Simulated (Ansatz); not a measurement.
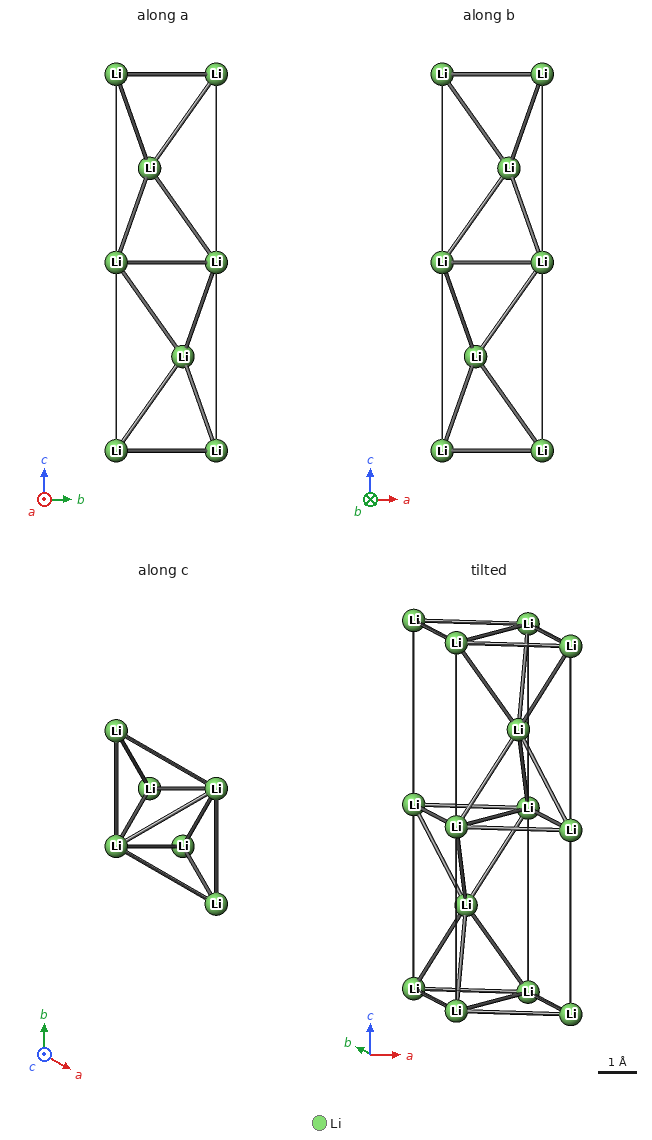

The crystal in a ball-and-stick representation, seen along the a axis, along the b axis, along the c axis and slightly off an axis. Lines trace the edges of the conventional unit cell.

Lattice parameters: a = 3.057 Å, b = 3.057 Å, c = 9.962 Å, α = 90.00°, β = 90.00°, γ = 120.00°.

From the views, write a table of Wyckoff sites.

Answer. Space group P6_3/mmc (No. 194).
```tsv
atom	site	x	y	z
Li	2a	0.0000	0.0000	0.0000
Li	2c	0.3333	0.6667	0.2500
```

Origin of the cell: a structure type filled with this element by a generator (whether the element takes this form wasn't checked). Earlier steps of the study may have refined or changed the cell and positions. It was the input of a calculation with Ansatz.
